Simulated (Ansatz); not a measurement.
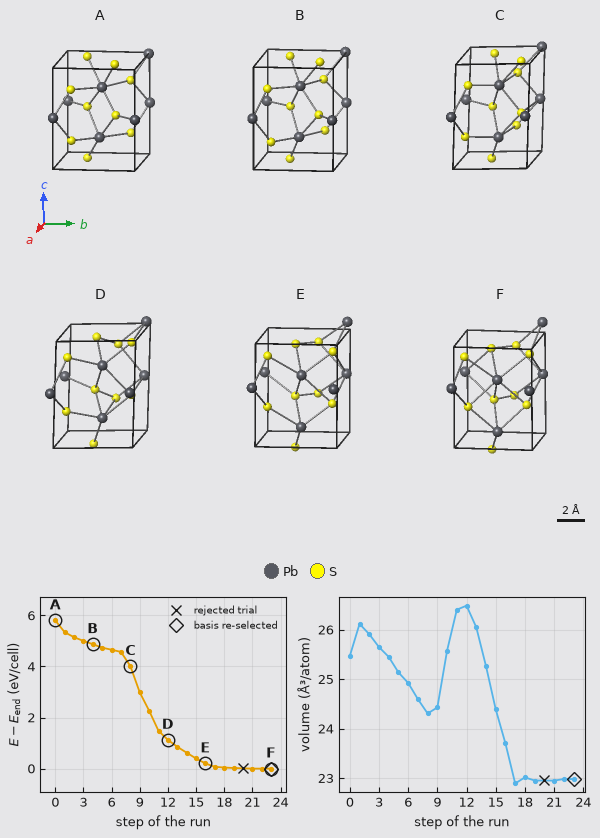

Frames of a relaxation of a crystal of PbS₂ (built on the MgH2-136 type type), marked on the history of the run. Style: ball-and-stick. Shown: the cell of the calculation, slightly off an axis.

Case: shaken.

The calculation used DFT, PBEsol, plane waves, PAW (Ansatz 0.2.0). (plane-wave cutoff 420 eV; k-point mesh 4 × 4 × 2; occupations fermi dirac; smearing width 0.05 eV; no spin polarisation; cell and atoms relaxed; force threshold 0.01 eV/Å; at most 120 steps)

Q: What happens along the run?

A: Over 21 accepted moves (23 points after the start) the energy falls by 5.803 eV per cell of the calculation. Largest force component: 1 eV/Å at the start, 0.0015 eV/Å at the end. Pressure: 2.38 GPa at the start and 0.00 GPa at the end. The line search rejected the trial step at point 20 of the run. The SCF was repeated once at an unchanged geometry on a basis and grid sized afresh for the cell, which shifted the energy by 1.8 meV per cell of the calculation at most. The atom that moves furthest relative to the cell is an S atom (1.89 Å along [−2 −3 2]). Largest moves by element: S 1.89 Å, Pb 1.42 Å. The drawn cell changes as follows: a 6.254 → 5.952 Å (−4.8 %), b 6.247 → 5.949 Å (−4.8 %), c 7.826 → 7.788 Å (−0.5 %), α 89.3° → 90.0°, β 89.3° → 90.0°, γ 91.2° → 90.0°; the volume changes by −9.8 %. Among the contacts that change: Pb–S 6.035 → 2.990 Å, Pb–S 6.132 → 3.137 Å, Pb–S 5.970 → 2.990 Å, Pb–S 6.014 → 3.136 Å. New bonds form: Pb–S (4.57 → 2.99 Å), Pb–S (4.67 → 2.99 Å), Pb–S (4.69 → 2.99 Å), Pb–S (4.71 → 2.99 Å). Bonds break: Pb–S (2.59 → 4.15 Å), Pb–S (2.73 → 4.15 Å), Pb–S (2.77 → 4.35 Å), Pb–S (2.86 → 4.35 Å). Bond angles that change, for instance: S–Pb–S 92.3° → 63.4°, S–Pb–S 88.4° → 63.4°, S–Pb–S 86.6° → 63.4°. The space group (tolerance 0.01 Å) goes from P1 (No. 1) to P4/mnc (No. 128). The run took 2.7 min on 1 × NVIDIA H100 80GB HBM3 with 2 threads of AMD EPYC 7R13 Processor (Zen 3), with other jobs on the host, peak memory 1.3 GiB. From step 0 to 4: an S atom moves most (0.51 Å), energy −0.931 eV per cell of the calculation. From step 4 to 8: an S atom moves most (0.66 Å), volume −4.5 %, energy −0.858 eV per cell of the calculation. From step 8 to 12: an S atom moves most (0.64 Å), volume +9.0 %, energy −2.890 eV per cell of the calculation. From step 12 to 16: a Pb atom moves most (0.66 Å), volume −10.5 %, energy −0.925 eV per cell of the calculation. From step 16 to 23: Pb and S atoms move most (0.28 Å), volume −3.0 %, energy −0.200 eV per cell of the calculation.

```csv
step,"E − E(0), meV/atom","largest force component, eV/Å","pressure, GPa","volume, Å³/atom",note
0,0.00,1.0168,2.38,25.471,
1,-38.35,0.3933,0.00,26.118,
2,-54.71,0.3277,0.02,25.908,
3,-66.84,0.3940,-0.15,25.648,
4,-77.55,0.4140,-0.26,25.451,
5,-88.88,0.3821,-0.22,25.137,
6,-95.56,0.2656,-0.09,24.924,
7,-102.73,0.3988,0.30,24.596,
8,-149.03,0.9834,2.19,24.307,
9,-234.79,1.2005,4.40,24.429,
10,-294.67,1.5269,3.84,25.579,
11,-360.40,0.8654,0.61,26.404,
12,-389.83,0.4168,-1.51,26.487,
13,-412.51,0.5762,-1.81,26.049,
14,-431.79,0.5822,-1.39,25.264,
15,-450.62,0.4964,-0.82,24.391,
16,-466.93,0.3041,-0.67,23.702,
17,-477.83,0.0543,0.39,22.893,
18,-480.18,0.2168,-0.21,23.015,
19,-481.72,0.1806,-0.08,22.952,
20,-480.68,0.2317,0.29,22.963,rejected
21,-483.72,0.0124,0.07,22.951,
22,-483.75,0.0015,0.00,22.982,
23,-483.60,0.0015,0.00,22.982,"same geometry, new basis"
```
